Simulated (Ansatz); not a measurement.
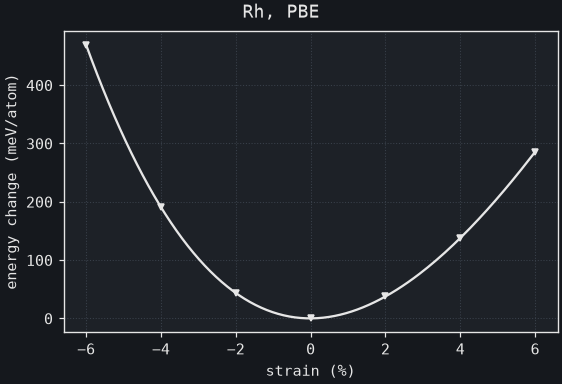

Caption: Energy change against strain for Rh, space group P6_3/mmc (No. 194).

The energy rises on both sides of the starting structure, which is therefore a minimum along this path. The energy change is 469 meV/atom at strain −6 % and 286 meV/atom at 6 %; the lowest computed point is at strain 0 % (0 meV/atom), in a single well. The solid is metallic at every point.

Computed with Ansatz 0.2.0: energy, stress and cell of a relaxed crystal along a series of strains, atoms and what the cell freedom names relaxed within the symmetry; plane waves with PAW datasets, Γ-centred k mesh; energies extrapolated to zero smearing. Level: PBE, no spin polarisation.

wave cutoff 420 eV; k mesh 18×18×10; occupations Gaussian; smearing width 0.1 eV; strain kind isotropic; cell freedom cell held, all vectors scaled.

Cell as given: a = 2.725 Å, b = 2.725 Å, c = 4.385 Å, α = 90.00°, β = 90.00°, γ = 120.00°; 2 atoms.

Keep in mind: far from the equilibrium volume.
